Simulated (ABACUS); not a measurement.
**Single-point calculation at one volume of an equation of state of Se (part 1 of 2)**

Se (P3₂21, 3 atoms in the cell), computed with Kohn-Sham DFT of a periodic cell, PBE, PseudoDojo NC SR 0.4.1 PBE standard, no spin polarisation (ABACUS 3.10.1).

The structure derives from an entry of the Crystallography Open Database. It belongs to a series of runs on one base structure; here: volume scaled by 0.96.

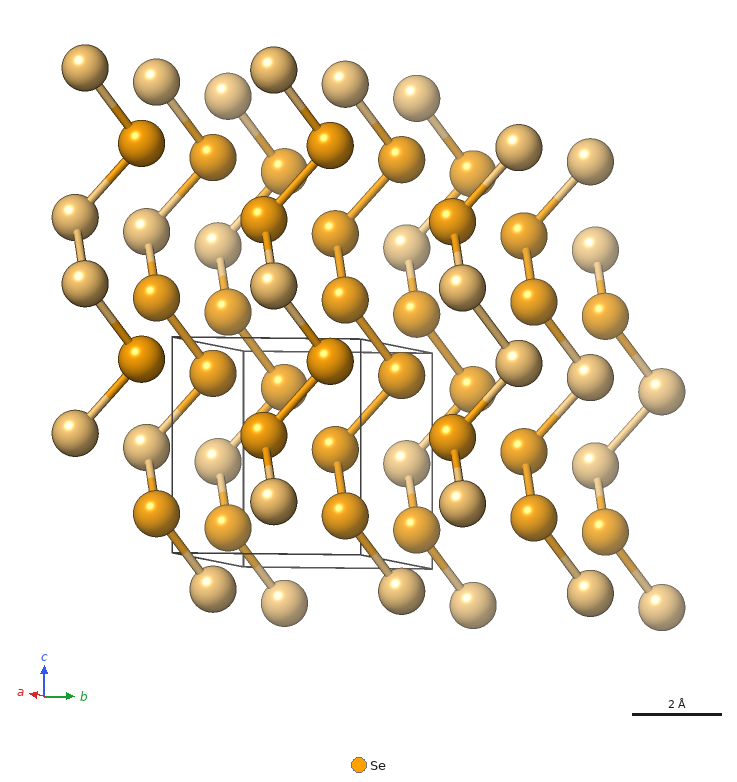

**Figure 1.** The input geometry (ball-and-stick view of the cell of the calculation, repeated 2 × 2 × 2, seen at an oblique angle; neighbours outside the cell are drawn fainter). Near neighbours in the crystal (not all of them lie inside the picture): Se has 2 Se at 2.29 Å.

Input
```
INPUT_PARAMETERS
suffix              Se
calculation         scf
basis_type          lcao
pseudo_dir          ./
orbital_dir         ./
symmetry            1
dft_functional      pbe
ecutwfc             100
pseudo_rcut         10
nspin               1
nbands              29
ks_solver           genelpa
smearing_method     fd
smearing_sigma      0.00367493
scf_thr             1e-07
scf_nmax            100
mixing_type         broyden
mixing_beta         0.7
cal_force           1
cal_stress          1
out_mul             1
```

File STRU
```
ATOMIC_SPECIES
Se 78.9710 Se.upf

NUMERICAL_ORBITAL
Se_confined-atom_7au_2s2p2d.orb

LATTICE_CONSTANT
1.8897261246

LATTICE_VECTORS
4.2963091359 0.0000000000 0.0000000000
-2.1481545680 3.7207128542 0.0000000000
0.0000000000 0.0000000000 4.8825573405

ATOMIC_POSITIONS
Direct

Se
0.0
3
0.7830000000 0.7830000000 0.5000000000 1 1 1
0.0000000000 0.2170000000 0.8333333333 1 1 1
0.2170000000 0.0000000000 0.1666666667 1 1 1
```

File KPT
```
K_POINTS
0
Gamma
7 7 6 0 0 0
```

Run on 4 threads of Intel Xeon (Sapphire Rapids), 16 GiB of memory available, shared host.

Command:
```bash
OMP_NUM_THREADS=1 mpirun -np 4 abacus > log
```

What the program printed
```
ABACUS v3.10.1

               Atomic-orbital Based Ab-initio Computation at UStc

 ------------------------------------------------------------------------------------

 READING GENERAL INFORMATION
                           global_out_dir = OUT.Se/
                           global_in_card = INPUT
                               pseudo_dir = ./
                              orbital_dir = ./
                                    DSIZE = 4
                                    GSIZE = 1

 READING UNITCELL INFORMATION
                                    ntype = 1
                  lattice constant (Bohr) = 1.88973
              lattice constant (Angstrom) = 1

 READING ATOM TYPE 1
                               atom label = Se
                      L=0, number of zeta = 2
                      L=1, number of zeta = 2
                      L=2, number of zeta = 2
             number of atom for this type = 3

                        TOTAL ATOM NUMBER = 3
DIRECT COORDINATES
    atom                   x                   y                   z     mag                  vx                  vy                  vz
taud_Se1            0.7830000000        0.7830000000        0.5000000000  0.0000        0.0000000000        0.0000000000        0.0000000000
taud_Se2            0.0000000000        0.2170000000        0.8333333333  0.0000        0.0000000000        0.0000000000        0.0000000000
taud_Se3            0.2170000000        0.0000000000        0.1666666667  0.0000        0.0000000000        0.0000000000        0.0000000000

                          Volume (Bohr^3) = 526.703
                             Volume (A^3) = 78.0492

 Lattice vectors: (Cartesian coordinate: in unit of a_0)
             +4.29631                  +0                  +0
             -2.14815            +3.72071                  +0
                   +0                  +0            +4.88256
 Reciprocal vectors: (Cartesian coordinate: in unit of 2 pi/a_0)
            +0.232758           +0.134383                  -0
                   -0           +0.268766                  -0
                   +0                  -0           +0.204811
 The esolver type has been set to : ksdft_lcao

                PAO radial cut off (Bohr) = 10

 Read in pseudopotential file is Se.upf
                     pseudopotential type = NC
          exchange-correlation functional = PBE
                 nonlocal core correction = 1
                        valence electrons = 16
                                     lmax = 2
                           number of zeta = 3
                     number of projectors = 6
                           L of projector = 0
                           L of projector = 0
                           L of projector = 1
                           L of projector = 1
                           L of projector = 2
                           L of projector = 2
     initial pseudo atomic orbital number = 27

 SETUP THE ELECTRONS NUMBER
            electron number of element Se = 16
      total electron number of element Se = 48
            AUTOSET number of electrons:  = 48
                           occupied bands = 24
                                   NLOCAL = 54
                                   NBANDS = 29
                                   NBANDS = 29
                                   NLOCAL = 54

%%%%%%%%%%%%%%%%%%%%%%%%%%%%%%%%%%%%%%%%%%%%%%%%%%%%%%%%%%%%%%%%%%%%%%%%%%%%%%%%%%%%%%%%%%%%%%%%%%%%%%%%%%
 Warning: the number of valence electrons in pseudopotential > 6 for Se: [Ar] 3d10 4s2 4p4
 Pseudopotentials with additional electrons can yield (more) accurate outcomes, but may be less efficient.
 If you're confident that your chosen pseudopotential is appropriate, you can safely ignore this warning.
%%%%%%%%%%%%%%%%%%%%%%%%%%%%%%%%%%%%%%%%%%%%%%%%%%%%%%%%%%%%%%%%%%%%%%%%%%%%%%%%%%%%%%%%%%%%%%%%%%%%%%%%%%

 SETUP THE PLANE WAVE BASIS
 energy cutoff for charge/potential (unit:Ry) = 400
            fft grid for charge/potential = [ 54, 54, 60 ]
                        fft grid division = [ 3, 3, 3 ]
        big fft grid for charge/potential = [ 18, 18, 20 ]
                                     nbxx = 1620
                                     nrxx = 43740

 SETUP PLANE WAVES FOR CHARGE/POTENTIAL
                    number of plane waves = 71135
                         number of sticks = 1813

 PARALLEL PW FOR CHARGE/POTENTIAL
     PROC   COLUMNS(POT)             PW
        1            453          17785
        2            453          17783
        3            454          17784
        4            453          17783
 --------------- sum -------------------
        4           1813          71135
                            number of |g| = 2880
                                  max |g| = 36.1771
                                  min |g| = 0.072235

----------- Double Check Mixing Parameters Begin ------------
mixing_type: broyden
mixing_beta: 0.7
mixing_gg0: 1
mixing_gg0_min: 0.1
mixing_ndim: 8
----------- Double Check Mixing Parameters End ------------

 LATTICE VECTORS: (CARTESIAN COORDINATE: IN UNIT OF A0)
             +4.29631                  +0                  +0
             -2.14815            +3.72071                  +0
                   +0                  +0            +4.88256
                       right hand lattice = 1
                                   NORM_A = 4.29631
                                   NORM_B = 4.29631
                                   NORM_C = 4.88256
                           ALPHA (DEGREE) = 90
                           BETA  (DEGREE) = 90
                           GAMMA (DEGREE) = 120

 The lattice vectors have been changed (STRU_SIMPLE.cif)

(for optimal symmetric configuration:)
                             BRAVAIS TYPE = 4
                     BRAVAIS LATTICE NAME = 04. Hexagonal cell
                                    ibrav = 4
                                    IBRAV = 4
                                  BRAVAIS = HEXAGONAL CELL
                       LATTICE CONSTANT A = 4.29631
                                C/A RATIO = 1.13645
Original cell was already a primitive cell.
                        ROTATION MATRICES = 24
              PURE POINT GROUP OPERATIONS = 2
                   SPACE GROUP OPERATIONS = 6
                                       C2 = 1
                                       C3 = 0
                                       C4 = 0
                                       C6 = 0
                                       S1 = 0
                                       S3 = 0
                                       S4 = 0
                                       S6 = 0
                              POINT GROUP = C_2
                                       C2 = 3
                                       C3 = 2
                                       C4 = 0
                                       C6 = 0
                                       S1 = 0
                                       S3 = 0
                                       S4 = 0
                                       S6 = 0
               POINT GROUP IN SPACE GROUP = D_3

 SETUP K-POINTS
                                    nspin = 1
                   Input type of k points = Monkhorst-Pack(Gamma)
                                   nkstot = 294
                       right hand lattice = 1
(for reciprocal lattice: )
                             BRAVAIS TYPE = 4
                     BRAVAIS LATTICE NAME = 04. Hexagonal cell
                                    ibrav = 4
                       right hand lattice = 1
(for k-lattice: )
                             BRAVAIS TYPE = 4
                     BRAVAIS LATTICE NAME = 04. Hexagonal cell
                                    ibrav = 4
                       right hand lattice = 1
                        ROTATION MATRICES = 24
                               nkstot_ibz = 40
K-POINTS REDUCTION ACCORDING TO SYMMETRY
     IBZ    DIRECT_X    DIRECT_Y    DIRECT_Z  WEIGHT  ibz2bz
       1  0.00000000  0.00000000  0.00000000  0.0034       0
       2 -0.14285714  0.14285714  0.00000000  0.0204       1
       3 -0.28571429  0.28571429  0.00000000  0.0204       2
       4 -0.42857143  0.42857143  0.00000000  0.0204       3
       5 -0.14285714  0.28571429  0.00000000  0.0204       8
       6 -0.28571429  0.42857143  0.00000000  0.0408       9
       7  0.42857143  0.42857143  0.00000000  0.0204      10
       8  0.42857143  0.28571429  0.00000000  0.0204      16
       9  0.00000000  0.00000000  0.16666667  0.0068      49
      10 -0.14285714  0.14285714  0.16666667  0.0204      50
      11 -0.28571429  0.28571429  0.16666667  0.0204      51
      12 -0.42857143  0.42857143  0.16666667  0.0204      52
      13  0.42857143 -0.42857143  0.16666667  0.0204      53
      14  0.28571429 -0.28571429  0.16666667  0.0204      54
      15  0.14285714 -0.14285714  0.16666667  0.0204      55
      16 -0.14285714  0.28571429  0.16666667  0.0408      57
      17 -0.28571429  0.42857143  0.16666667  0.0408      58
      18  0.42857143  0.42857143  0.16666667  0.0408      59
      19  0.42857143 -0.28571429  0.16666667  0.0408      60
      20  0.42857143  0.28571429  0.16666667  0.0408      65
      21  0.00000000  0.00000000  0.33333333  0.0068      98
      22 -0.14285714  0.14285714  0.33333333  0.0204      99
      23 -0.28571429  0.28571429  0.33333333  0.0204     100
      24 -0.42857143  0.42857143  0.33333333  0.0204     101
      25  0.42857143 -0.42857143  0.33333333  0.0204     102
      26  0.28571429 -0.28571429  0.33333333  0.0204     103
      27  0.14285714 -0.14285714  0.33333333  0.0204     104
      28 -0.14285714  0.28571429  0.33333333  0.0408     106
      29 -0.28571429  0.42857143  0.33333333  0.0408     107
      30  0.42857143  0.42857143  0.33333333  0.0408     108
[... 10 further k points ...]

                               nkstot now = 40
[... K-POINTS DIRECT COORDINATES: 40 rows ...]

           k-point number in this process = 40
       minimum distributed K point number = 40
[... stars of the k points ...]

[... K-POINTS CARTESIAN COORDINATES: 40 rows ...]

[... K-POINTS DIRECT COORDINATES: 40 rows ...]

 SETUP PLANE WAVES FOR WAVE FUNCTIONS
     energy cutoff for wavefunc (unit:Ry) = 100
              fft grid for wave functions = [ 54, 54, 60 ]
                    number of plane waves = 10975
                         number of sticks = 517

 PARALLEL PW FOR WAVE FUNCTIONS
     PROC   COLUMNS(POT)             PW
        1            129           2745
        2            130           2744
        3            129           2743
        4            129           2743
 --------------- sum -------------------
        4            517          10975

 SET NONLOCAL PSEUDOPOTENTIAL PROJECTORS
 max number of nonlocal projetors among all species is 6

 -------------------------------------------
 SELF-CONSISTENT
 -------------------------------------------

 SETUP SEARCHING RADIUS FOR PROGRAM TO SEARCH ADJACENT ATOMS
                  longest orb rcut (Bohr) = 7
   longest nonlocal projector rcut (Bohr) = 1.94
                     search radius (Bohr) = 17.9
              searching radius is (Bohr)) = 17.9
         searching radius unit is (Bohr)) = 1.89
                         PeriodicBoundary = 1
                        Radius(unit:lat0) = 9.46
                                   glayer = [ 4, 4, 3 ]
                             glayer_minus = [ 3, 3, 2 ]

Find the coordinate range of the input atom(unit:lat0).
                                  min_tau = [ -19.8, -11.2, -8.95 ]
                                  max_tau = [ 21, 14.1, 13.8 ]
                                BoxNumber = [ 7, 7, 5 ]

 SETUP EXTENDED REAL SPACE GRID FOR GRID INTEGRATION
                          real space grid = [ 54, 54, 60 ]
                 big cell numbers in grid = [ 18, 18, 20 ]
             meshcell numbers in big cell = [ 3, 3, 3 ]
                        extended fft grid = [ 18, 18, 16 ]
                dimension of extened grid = [ 55, 55, 53 ]
                            UnitCellTotal = 48
              Atom number in sub-FFT-grid = 3
    Local orbitals number in sub-FFT-grid = 54
                                ParaV.nnr = 22599
                                 init_chg = atomic

 LCAO ALGORITHM --------------- ION=   1  ELEC=   1--------------------------------

 Density error is 0.029861466334
----------------------------------------------------------
     Energy           Rydberg                 eV
----------------------------------------------------------
 E_KohnSham     -727.3429268378      -9896.0082049914
 E_Harris       -726.9790961024      -9891.0580338821
 E_Fermi        0.6381299177         8.6822029454
----------------------------------------------------------

 LCAO ALGORITHM --------------- ION=   1  ELEC=   2--------------------------------

 Density error is 0.00847334942666
----------------------------------------------------------
     Energy           Rydberg                 eV
----------------------------------------------------------
 E_KohnSham     -727.3452899789      -9896.0403571753
 E_Harris       -727.0584643767      -9892.1378946528
 E_Fermi        0.6415965546         8.7293689604
----------------------------------------------------------

 LCAO ALGORITHM --------------- ION=   1  ELEC=   3--------------------------------

 Density error is 0.0011837443302
----------------------------------------------------------
     Energy           Rydberg                 eV
----------------------------------------------------------
 E_KohnSham     -727.3454196952      -9896.0421220560
 E_Harris       -727.3619855997      -9896.2675127492
 E_Fermi        0.6454892156         8.7823313302
----------------------------------------------------------

 LCAO ALGORITHM --------------- ION=   1  ELEC=   4--------------------------------

 Density error is 0.000251654290219
----------------------------------------------------------
     Energy           Rydberg                 eV
----------------------------------------------------------
 E_KohnSham     -727.3454239332      -9896.0421797172
 E_Harris       -727.3406472254      -9895.9771892737
 E_Fermi        0.6456145532         8.7840366357
----------------------------------------------------------

 LCAO ALGORITHM --------------- ION=   1  ELEC=   5--------------------------------

 Density error is 2.72275613192e-05
----------------------------------------------------------
     Energy           Rydberg                 eV
----------------------------------------------------------
 E_KohnSham     -727.3454240326      -9896.0421810689
 E_Harris       -727.3428881184      -9896.0076781865
 E_Fermi        0.6457166216         8.7854253475
----------------------------------------------------------

 LCAO ALGORITHM --------------- ION=   1  ELEC=   6--------------------------------

 Density error is 5.44799594247e-06
----------------------------------------------------------
     Energy           Rydberg                 eV
```
